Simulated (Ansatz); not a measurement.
**Ti: geometry relaxation (part 4 of 4)**

Ti (slab, 26 atoms in the cell); DFT PBE, scalar-relativistic, plane waves, PAW, no spin polarisation (Ansatz 0.2.0); cutoff 420 eV, 2×10×1 k-mesh, Gaussian smearing of 0.1 eV. The structure derives from an entry of the Crystallography Open Database. The input holds or restrains some coordinates. It belongs to a series of runs on one base structure; here: stripe of 2 of 6 rows, two steps.

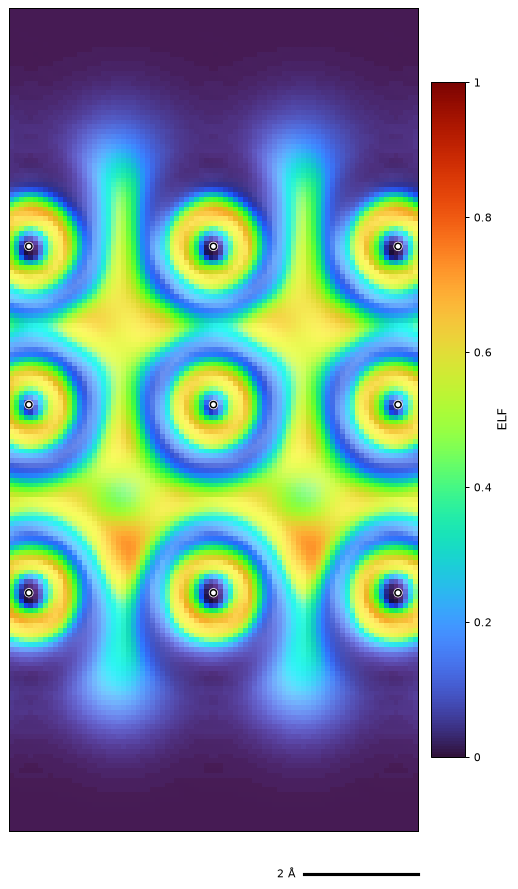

*ELF on the (100) plane of the calculation cell, a cut from vacuum to vacuum. Circles mark the nuclei in the plane (Ti).*

The section cuts through Ti sites. Ti–Ti (2.81 Å): the ELF is about 0.30 at the midpoint; no shared electron pair. The strong features right at Ti lie inside the PAW spheres (semicore, d or f shells) and say nothing about bonding. Core electrons are frozen (PAW), so the fields are smoothed inside the atomic spheres.

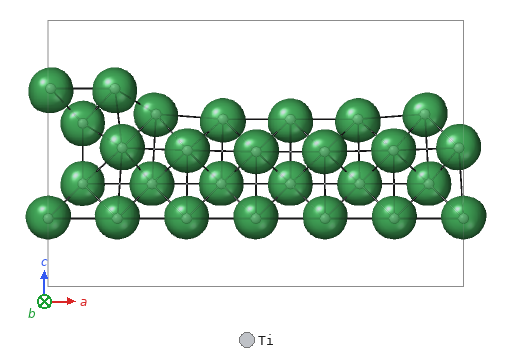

*Isosurface of the valence electron density at 0.3 e/Å³ (green), seen along the b axis. Sticks mark near contacts.*

At this value the density breaks into separate islands; it holds about 80 % of the electrons treated as valence (semicore included). It is pinched off along the Ti–Ti (2.72 Å), Ti–Ti (2.77 Å), Ti–Ti (2.81 Å) and Ti–Ti (2.85 Å) contacts. On the grid the lowest density along these lines, outside the cores, is 0.22 e/Å³ (Ti–Ti, 2.72 Å), 0.21 e/Å³ (Ti–Ti, 2.77 Å), 0.2 e/Å³ (Ti–Ti, 2.81 Å) and 0.2 e/Å³ (Ti–Ti, 2.85 Å).

Results in brief:

```tsv
quantity	value
outcome	converged under the restraints of the input
electrons treated	312
free energy	−64975.8799 eV
Fermi energy	3.119 eV
gap on the k-point mesh	none (metallic)
final volume	1177.11 Å³
largest force (length of the vector) at the end, held atoms and coordinates included	0.667 eV/Å
wall time	9.7 min (CPU time 36 min)
peak memory	4.9 GiB
```

Remarks:

Warnings of the run: the density in the vacuum is higher than it should be, so vacuum levels may be off; the exchange-correlation potential is rough where the density is thin.
